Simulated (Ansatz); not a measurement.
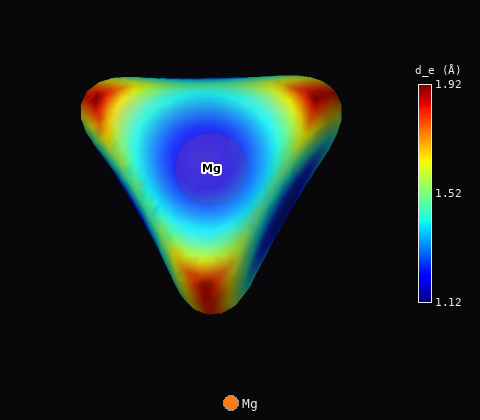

Hirshfeld surface computed for one Mg atom in MgO in space group P6_3/mmc, coloured by d_e.

The surface is where the fragment's share of the procrystal density (the sum of the densities of spherically averaged neutral Hartree-Fock atoms) equals one half. d_i and d_e are the distances from the surface to the nearest nucleus inside and outside.

Source of the atomic positions: coordinates from a relaxation with DFT, PBE, plane waves, PAW (Ansatz 0.2.0).

```xyz
4
Lattice="3.5206 0.0000 0.0000 -1.7603 3.0489 0.0000 0.0000 0.0000 4.2381" Properties=species:S:1:pos:R:3 pbc="T T T"
Mg    1.7603    1.0163    3.1786
Mg    0.0000    2.0326    1.0595
O     1.7603    1.0163    1.0595
O     0.0000    2.0326    3.1786
```

> What is the shortest distance from the fragment to an atom outside it?

Mg–O, 2.03 Å.

> How is the surface shared among contacts (nearest atom inside ··· nearest atom outside)?

Mg···O 100 %. The surface faces 5 neighbours with more than 2 % of its area each: 5 O.

> Give the size and shape of the surface.

It encloses about 7.0 Å³, has an area of about 20 Å² and a globularity of 0.89 (1 for a sphere).
